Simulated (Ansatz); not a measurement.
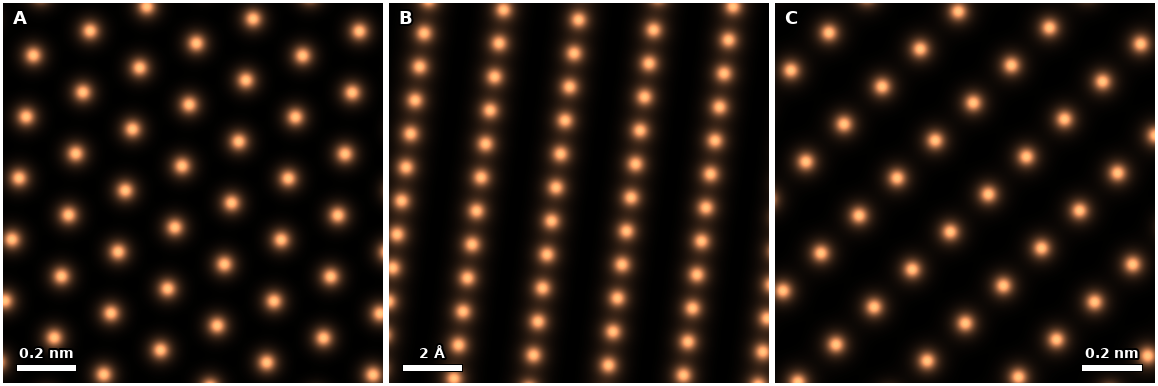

Three views of Pt (Pm-3m, No. 221) along different zone axes. Computed as the sum of neutral-atom potentials (tabulated electron scattering factors, B = 0.5 Å²) projected along the beam and smoothed by 0.25 Å; brighter is more positive. Structure: the input geometry of an electronic-structure calculation (not necessarily at equilibrium); the starting structure was generated, so it need not be a known form of this composition.

```cif
data_structure
_symmetry_space_group_name_H-M 'Pm-3m'
_symmetry_Int_Tables_number 221
_cell_length_a 2.5881
_cell_length_b 2.5881
_cell_length_c 2.5881
_cell_angle_alpha 90.000
_cell_angle_beta 90.000
_cell_angle_gamma 90.000
_cell_volume 17.34
loop_
_atom_site_label
_atom_site_type_symbol
_atom_site_symmetry_multiplicity
_atom_site_Wyckoff_symbol
_atom_site_fract_x
_atom_site_fract_y
_atom_site_fract_z
_atom_site_occupancy
Pt1 Pt 1 a 0.00000 0.00000 0.00000 1
```

> Match the panels to the zone axes [110], [111] and [210].

A is [111]: projected cell 2.11 × 2.11 Å, 120°, plane group p6mm. B is [210]: projected cell 1.16 × 2.59 Å, 90°, plane group p2mm. C is [110]: projected cell 1.83 × 2.59 Å, 90°, plane group p2mm.
